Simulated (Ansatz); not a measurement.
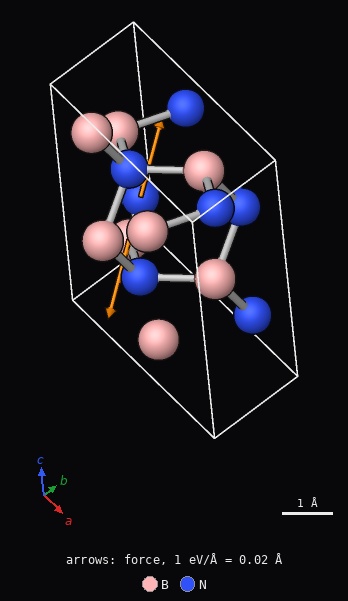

Starting geometry of a defect cell of composition B$_{8}$N$_{7}$ (cell charge +3) (started half-way along a vacancy jump, in the symmetry of that start) with the computed forces as orange arrows. Style: ball-and-stick. Shown: the cell of the calculation, slightly off an axis.

Theory: DFT PBE, scalar-relativistic, plane waves, PAW (Ansatz). Set-up: plane-wave cutoff 420 eV; k-point mesh 6 × 6 × 6; occupations gaussian; smearing width 0.05 eV; no spin polarisation; atoms relaxed in a fixed cell; force threshold 0.02 eV/Å; at most 60 steps.

### What follows when this structure is relaxed?

It isn't relaxed: the largest force vector, on B atoms, is 87.03 eV/Å. The final displacements follow the starting forces only in part (cosine between the two patterns 0.58). The energy falls by 16.346 eV per cell of the calculation in 7 geometry steps. The largest force component goes from 61 to 0.0037 eV/Å. The atom that moves furthest is a B atom (0.30 Å along [0 −1 −1]). Largest moves by element: B 0.30 Å, N 0.29 Å. The cell stays as it was. Some distances before and after: B–N 0.908 → 1.415 Å, B–N 2.022 → 1.743 Å, B–N 1.567 → 1.328 Å, B–N 1.583 → 1.369 Å. Among the angles between lasting bonds that change: N–B–N 109.8° → 138.1°, B–N–B 109.8° → 136.0°, B–N–B 109.2° → 89.7°.

Limits of the set-up: the periodic images lie only 4.9 Å apart, so the values are limited by the cell's size; the cell is charged, on a uniform background, and energies carry no finite-size correction.
